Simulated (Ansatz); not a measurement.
Pd (Pm-3m, No. 221): coordinates from a relaxation with DFT, PBEsol, plane waves (420 eV) with PAW, scalar-relativistic in Ansatz; the starting structure was generated, so it need not be a known form of this composition.

Space group Pm-3m (No. 221). a = 2.564 Å, b = 2.564 Å, c = 2.564 Å, α = 90.00°, β = 90.00°, γ = 90.00°
| atom | site | symmetry | x | y | z |
| --- | --- | --- | --- | --- | --- |
| Pd | 1a | m-3m | 0.0000 | 0.0000 | 0.0000 |

> What will a projected-potential map along [001] show? Computed as the sum of neutral-atom potentials (tabulated electron scattering factors, B = 0.8 Å²) projected along the beam and smoothed by 0.25 Å; brighter is more positive.

The columns repeat on a square net with a repeat of 2.56 Å (plane group p4mm). All columns are alike (Pd). The shortest distance between visible columns is 2.56 Å in projection. Along the beam the structure repeats every 2.56 Å.

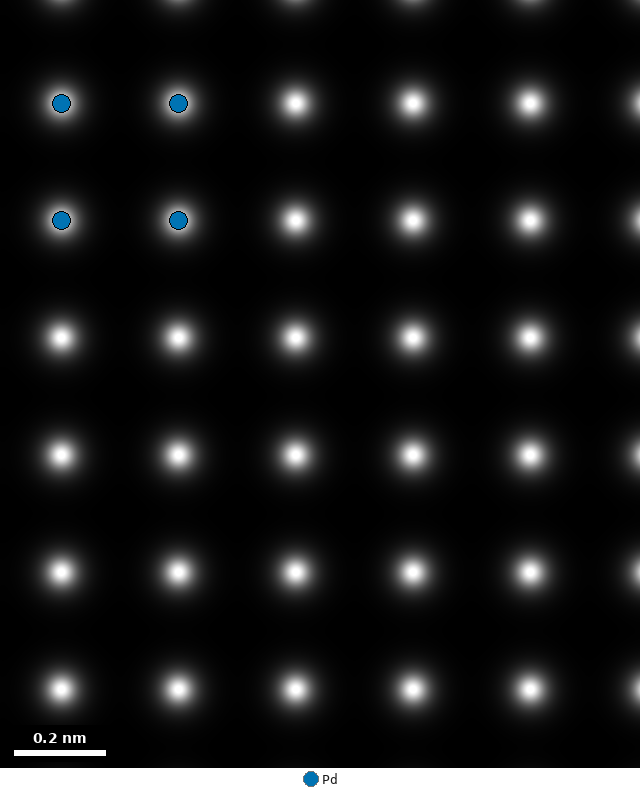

The simulated image, with the columns of the model marked in one corner.

> What mean inner potential do neutral atoms give for this crystal?

About 22 V (the sum of the forward scattering factors over the cell volume; bonding usually lowers the true value).
